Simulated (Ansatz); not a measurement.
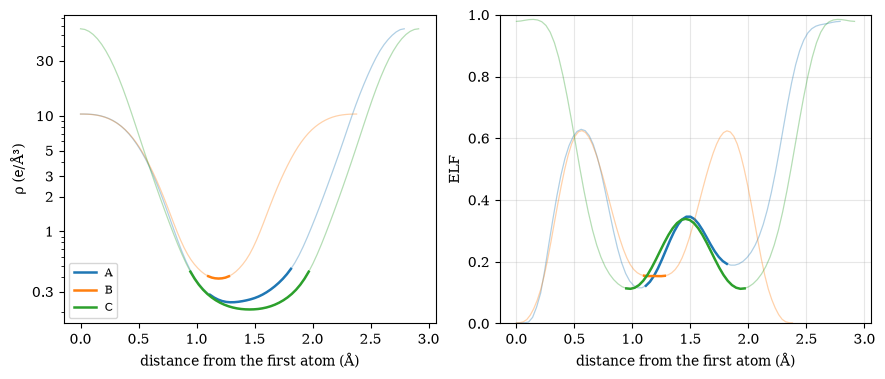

The picture shows: Ti$_{2}$Co. Valence electron density and ELF along straight lines between neighbouring atoms. Thin, pale parts lie inside the atomic spheres.

Space group Fd-3m; computed pressure about 15 GPa in this cell; computed without spin polarisation.

Level of theory: DFT PBEsol, scalar-relativistic, plane waves, PAW in Ansatz 0.2.0.

The density is the valence pseudo-density of a PAW calculation; it isn't the true density close to the nuclei.

```yaml
crystal:
  lattice:
    - [6.73000, 0.00000, 0.00000]
    - [0.00000, 6.73000, 0.00000]
    - [0.00000, 0.00000, 6.73000]
  atoms:
    - { symbol: Ti, position: [0.62500, 0.12500, 0.12500] }
    - { symbol: Ti, position: [0.12500, 0.62500, 0.12500] }
    - { symbol: Ti, position: [0.12500, 0.12500, 0.62500] }
    - { symbol: Ti, position: [0.62500, 0.62500, 0.62500] }
    - { symbol: Ti, position: [0.62500, 0.37500, 0.37500] }
    - { symbol: Ti, position: [0.12500, 0.87500, 0.37500] }
    - { symbol: Ti, position: [0.12500, 0.37500, 0.87500] }
    - { symbol: Ti, position: [0.62500, 0.87500, 0.87500] }
    - { symbol: Ti, position: [0.87500, 0.37500, 0.12500] }
    - { symbol: Ti, position: [0.37500, 0.87500, 0.12500] }
    - { symbol: Ti, position: [0.37500, 0.37500, 0.62500] }
    - { symbol: Ti, position: [0.87500, 0.87500, 0.62500] }
    - { symbol: Ti, position: [0.87500, 0.12500, 0.37500] }
    - { symbol: Ti, position: [0.37500, 0.62500, 0.37500] }
    - { symbol: Ti, position: [0.37500, 0.12500, 0.87500] }
    - { symbol: Ti, position: [0.87500, 0.62500, 0.87500] }
    - { symbol: Co, position: [0.00000, 0.00000, 0.00000] }
    - { symbol: Co, position: [0.50000, 0.50000, 0.00000] }
    - { symbol: Co, position: [0.50000, 0.00000, 0.50000] }
    - { symbol: Co, position: [0.00000, 0.50000, 0.50000] }
    - { symbol: Co, position: [0.25000, 0.25000, 0.25000] }
    - { symbol: Co, position: [0.75000, 0.75000, 0.25000] }
    - { symbol: Co, position: [0.75000, 0.25000, 0.75000] }
    - { symbol: Co, position: [0.25000, 0.75000, 0.75000] }
```

### Which curve belongs to which contact (Co–Co, Ti–Co and Ti–Ti)? The first atom named is at distance zero.

Curve A: Ti–Co (2.79 Å): ρ is about 0.25 e/Å³ halfway; the ELF is about 0.30 at the midpoint. Curve B: Ti–Ti (2.38 Å): ρ at the midpoint is about 0.39 e/Å³; the ELF is about 0.15 at the midpoint: no shared electron pair shows on this line. Curve C: Co–Co (2.91 Å): ρ is about 0.21 e/Å³ halfway; the ELF is about 0.35 at the midpoint.
